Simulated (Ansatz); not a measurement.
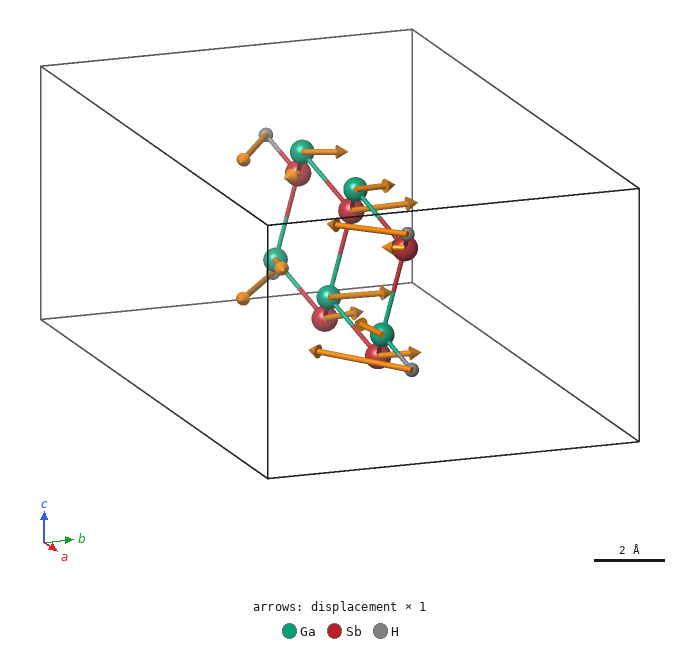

This is a relaxation of a wire of composition Ga5Sb5H4. The starting structure is drawn; orange arrows show the displacements (the part carried along by the change of the cell is left out), at their true length.

The picture is a ball-and-stick view of the cell of the calculation, with the vacuum cut short, seen slightly off an axis.

Case: armchair ribbon, 5 formula units a period, edges capped with H.

Computed with DFT PBE, scalar-relativistic, plane waves, PAW (Ansatz 0.2.0). Set-up: plane-wave cutoff 420 eV; k-point mesh 1 × 1 × 5; occupations gaussian; smearing width 0.05 eV; no spin polarisation; cell relaxed at fixed a, b, alpha, beta, gamma; force threshold 0.02 eV/Å; at most 45 steps.

**Which element moves most?**

Hydrogen: up to 3.57 Å, against 2.07 Å for antimony.

**What did the optimiser do to the structure, and how much energy did it gain?**

The largest moves relative to the layer's centre, 3.57 Å, are those of H atoms. By element the largest moves are H 3.57 Å, Sb 2.07 Å, Ga 1.99 Å. Along the periodic axis the drawn cell goes c 7.579 → 7.271 Å (−4.1 %). Near-neighbour distances that change, for instance: Ga–Sb 2.621 → 2.672 Å, H–Sb 1.710 → 1.729 Å, Ga–Sb 2.621 → 2.638 Å, Ga–H 1.570 → 1.575 Å. Among the angles between lasting bonds that change: Ga–Sb–Ga 113.2° → 89.5°, Ga–Sb–H 113.2° → 91.1°, Ga–Sb–Ga 113.2° → 93.4°. Over 25 accepted moves (28 points after the start) the energy falls by 1.122 eV per cell of the calculation. Largest force component: 0.38 eV/Å at the start, 0.0077 eV/Å at the end. The line search rejected the trial steps at points 24, 25 of the run. At 1 point the geometry stayed and the basis and grid were re-selected for the new cell (energy shift of 4.1 meV per cell of the calculation at most each time).
